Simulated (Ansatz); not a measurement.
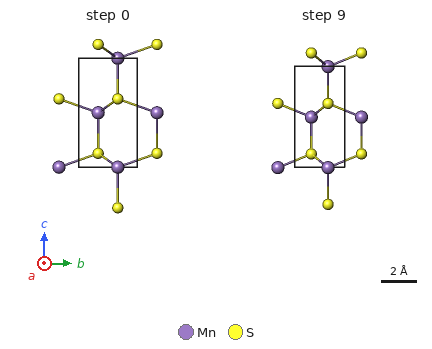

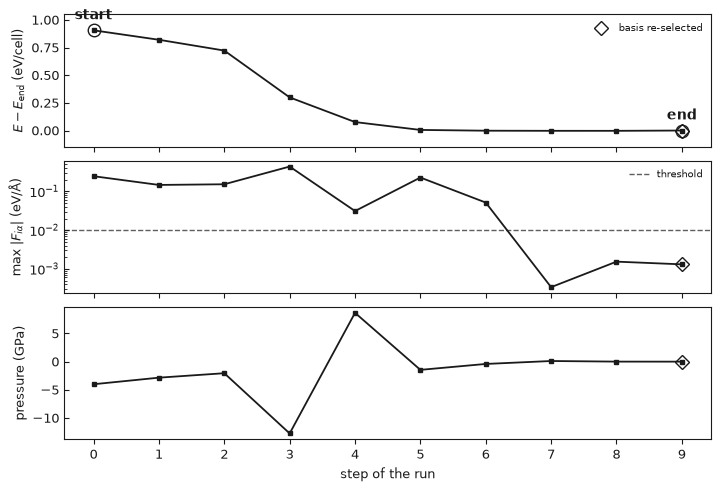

First and last geometry of a relaxation of a crystal of MnS (set up in P6_3mc), with the history of the run. Style: ball-and-stick. Shown: the cell of the calculation, along the a axis.

The run lets cell and atoms move.

All numbers below come from Kohn-Sham DFT of a periodic cell, LDA, Ansatz PAW in Ansatz.

Input
```yaml
crystal:
  lattice:
    - [3.9535769233, 0.0, 0.0]
    - [-1.9767884617, 3.4238980514, 0.0]
    - [0.0, 0.0, 6.34252886]
  atoms:
    - { symbol: Mn, position: [0.6666666667, 0.3333333333, 0.49884467], spin: 4.0 }
    - { symbol: Mn, position: [0.3333333333, 0.6666666667, 0.99884467], spin: 4.0 }
    - { symbol: S, position: [0.3333333333, 0.6666666667, 0.6261543] }
    - { symbol: S, position: [0.6666666667, 0.3333333333, 0.1261543] }
hamiltonian:
  xc: lda
  pseudopotentials: { kind: paw }
magnetization:
  spin_polarized: true
kpoints:
  mp_grid: { grid: [8, 8, 4] }
scf:
  occupations: { method: fermi_dirac, width: 0.05 }
output:
  forces: true
  stress: true
relax:
  f_tol: 0.01
  max_steps: 40
  cell: { stress_tol: 0.05 }
```

Run as
```bash
ansatz run input.yaml --threads 2 --pin off --max-ram 5632MiB --backend cpu --events-out ev --progress --plain --runs-dir out
```

> Read the history and describe the run.

It converged. The largest moves relative to the cell, 0.026 Å, are those of Mn and S atoms. By element the largest moves are Mn 0.026 Å, S 0.026 Å. The drawn cell changes as follows: a = b 3.954 → 3.374 Å (−14.7 %), c 6.343 → 5.880 Å (−7.3 %); the volume changes by −32.5 %. Near-neighbour distances that change, for instance: Mn–S 2.421 → 2.105 Å, Mn–S 2.364 → 2.140 Å. Bond angles that change, for instance: S–Mn–S 109.5° → 106.5°, Mn–S–Mn 109.5° → 106.5°, Mn–S–Mn 109.5° → 112.3°. The space group stays P6_3mc (No. 186). The energy falls by 0.906 eV per cell of the calculation in 8 accepted moves (9 points after the start). Largest force component: 0.25 eV/Å at the start, 0.0013 eV/Å at the end. Pressure: −4.01 GPa at the start and 0.00 GPa at the end. The SCF was repeated once at an unchanged geometry on a basis and grid sized afresh for the cell, which shifted the energy by 2.7 meV per cell of the calculation at most. The program noted that the starting moments weren't kept. Cost: 59 s on 2 threads of Intel(R) Xeon(R) Platinum 8488C (Sapphire Rapids) (shared host), peak memory 0.54 GiB.

Limits of the set-up: only the magnetic order of this start and cell was tried (total moment 0.2 μB per cell).
